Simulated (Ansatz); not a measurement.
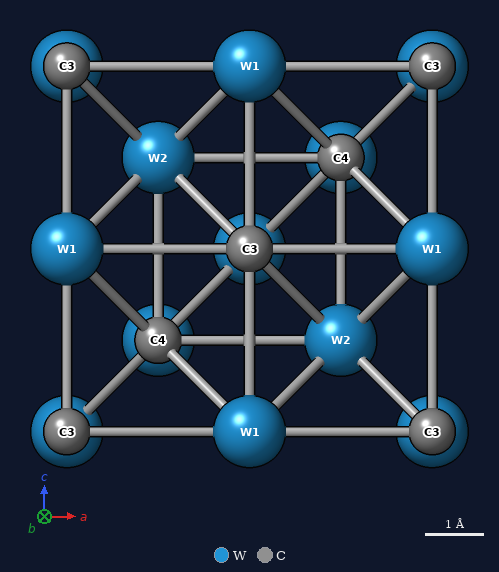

Crystalline WC (a generated structure, set up in Fd-3m) (coarse preliminary run), before the relaxation. The picture is a ball-and-stick view of the conventional cell (4 times the calculation's cell), seen along the b axis. Lengths and directions refer to the drawn axes.

Theory: DFT PBE, scalar-relativistic, plane waves, PAW (Ansatz 0.2.0).

Input file:
```yaml
crystal:
  lattice:
    - [0.0, 3.17592181, 3.17592181]
    - [3.17592181, 0.0, 3.17592181]
    - [3.17592181, 3.17592181, 0.0]
  atoms:
    - { symbol: W, position: [0.5, 0.5, 0.5] }
    - { symbol: W, position: [0.75, 0.75, 0.75] }
    - { symbol: C, position: [0.0, 0.0, 0.0] }
    - { symbol: C, position: [0.25, 0.25, 0.25] }
basis:
  ecutwfc: 420
kpoints:
  mp_grid: { grid: [6, 6, 6] }
hamiltonian:
  xc: pbe
scf:
  occupations: { method: gaussian, width: 0.1 }
  lower_state_search: "off"
output:
  forces: true
  stress: true
  eigenvalues: true
relax:
  adjacent_minimum: "off"
  f_tol: 0.04
  max_steps: 70
  cell: { stress_tol: 0.4 }
```

Run as
```bash
ansatz run input.yaml --threads 1 --pin off --max-ram 2048MiB --backend cpu --events-out ev --progress --plain --runs-dir out
```

What does the optimiser find from here?

The energy falls by 598 meV per atom in 4 accepted moves (5 points after the start). All forces vanish by symmetry, so only the cell relaxes. Pressure: −37.28 GPa at the start and −0.21 GPa at the end. The SCF was repeated once at an unchanged geometry on a basis and grid sized afresh for the cell, which shifted the energy by 1.7 meV per atom at most. The atoms keep their places relative to the cell (all moves are under 0.005 Å). The drawn cell changes as follows: a = b = c 6.352 → 5.776 Å (−9.1 %); the volume changes by −24.8 %. Some distances before and after: W1–C3 3.176 → 2.888 Å, W1–W2 2.750 → 2.501 Å, W1–C4 2.750 → 2.501 Å. The space group stays Fd-3m (No. 227). Cost: 7.7 s on 1 thread of Intel(R) Xeon(R) Platinum 8375C CPU @ 2.90GHz (Ice Lake), on a shared host, peak memory 0.39 GiB.

The structure at the end:

```xyz
4
Lattice="0.0000 2.8881 2.8881 2.8881 0.0000 2.8881 2.8881 2.8881 0.0000" Properties=species:S:1:pos:R:3 pbc="T T T"
W     2.8881    2.8881    2.8881
W     4.3322    4.3322    4.3322
C     5.7762    5.7762    5.7762
C     1.4441    1.4441    1.4441
```

The end point in the same view:

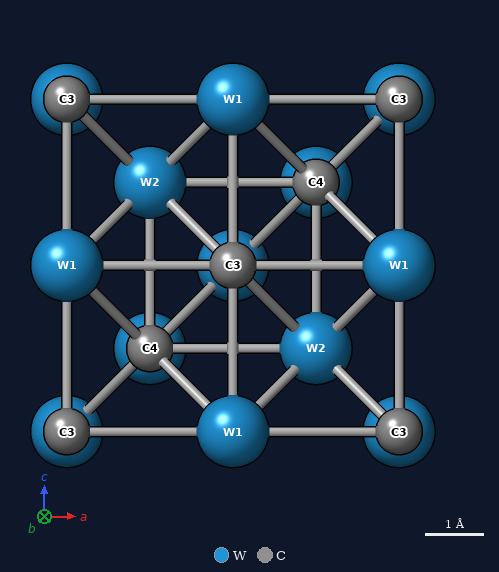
